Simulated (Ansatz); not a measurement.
Geometry optimisation.

Program: Ansatz.

```
crystal:
  lattice:
    - [3.3044953521, -2.1630406487, 0.0]
    - [3.3044953521, 2.1630406487, 0.0]
    - [0.0, 0.0, 9.0937608815]
  atoms:
    - { symbol: Br, position: [0.84515, 0.15485, 0.1175] }
    - { symbol: Br, position: [0.15485, 0.84515, 0.8825] }
    - { symbol: Br, position: [0.34515, 0.65485, 0.3825] }
    - { symbol: Br, position: [0.65485, 0.34515, 0.6175] }
basis:
  ecutwfc: 420
  ecutrho_ratio: 4
kpoints:
  mp_grid: { grid: [6, 6, 2] }
hamiltonian:
  xc: pbe
scf:
  occupations: { method: gaussian, width: 0.05 }
output:
  forces: true
  stress: true
  eigenvalues: true
relax:
  f_tol: 0.03
  max_steps: 60
  cell: { stress_tol: 0.3 }
```

### How does the optimisation go?

The optimisation met its thresholds at geometry 7, counting the start as the first. The energy fell by about 82 meV/atom from the first step to the last. The largest force component goes from about 0.59 eV/Å at the start to 0.011 eV/Å at the end. The volume grows from 32.5 to 36.5 Å³ per atom (+12 %), as the pressure goes from −2.1 GPa to about 0 GPa.

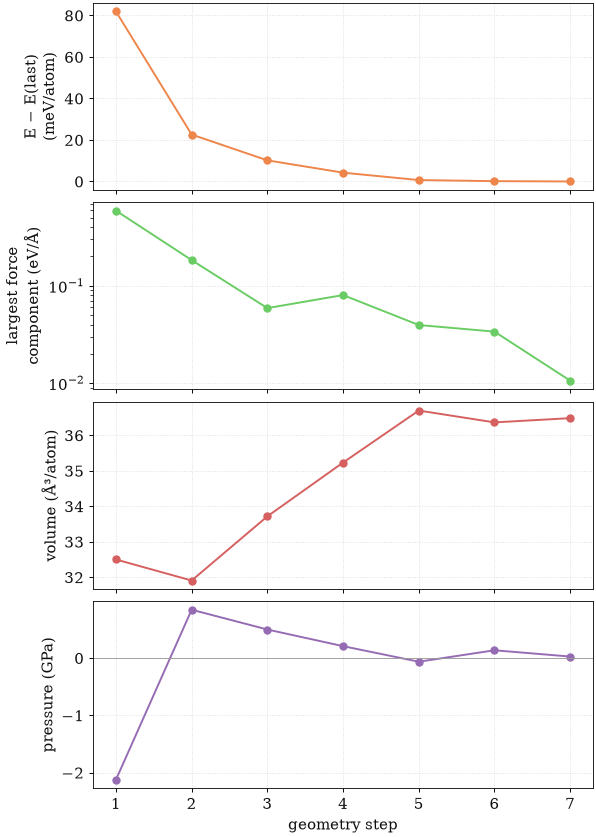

History of the run, step by step. Atoms and cell relax. A closing SCF on a freshly chosen basis isn't drawn.
